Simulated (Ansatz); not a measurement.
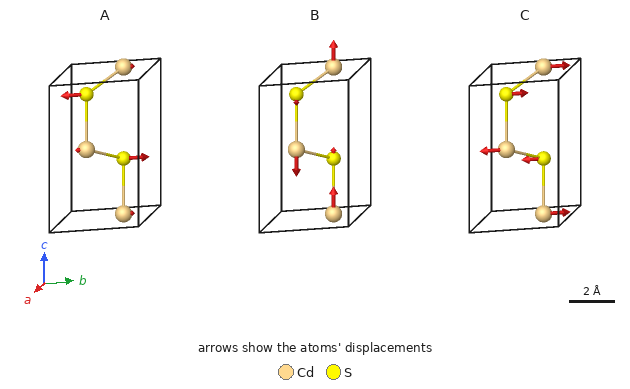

Three optical modes of crystalline CdS at the zone centre, in no order (one member of each degenerate set). The red arrows are the displacements of the atoms (eigenvector over the root of the mass), of arbitrary overall length and sign. The picture is a ball-and-stick view of the cell of the calculation, seen slightly off an axis.

Method: Ansatz 0.2.0, DFT PBE, scalar-relativistic, plane waves, PAW. Set-up: plane-wave cutoff 420 eV; k-point mesh 12 × 12 × 4; occupations fixed; no spin polarisation.

Frequencies are those without the non-analytic (LO–TO) term.

### Order them from the lowest to the highest frequency (imaginary ones first).

C (43 cm⁻¹), B (129 cm⁻¹), A (232 cm⁻¹). C, E₂: All motion is along b; atoms of one kind move against one another, with no net shift of any sublattice; it mainly bends the Cd–S bonds; the kinetic energy is shared as Cd 84 %, S 16 %. B, B₁: All motion is along c; atoms of one kind move against one another, with no net shift of any sublattice; the kinetic energy is shared as Cd 98 %, S 2 %. A, E₂: All motion is along b; atoms of one kind move against one another, with no net shift of any sublattice; it stretches the shortest Cd–S bonds (2.57 Å); the kinetic energy is shared as S 84 %, Cd 16 %.
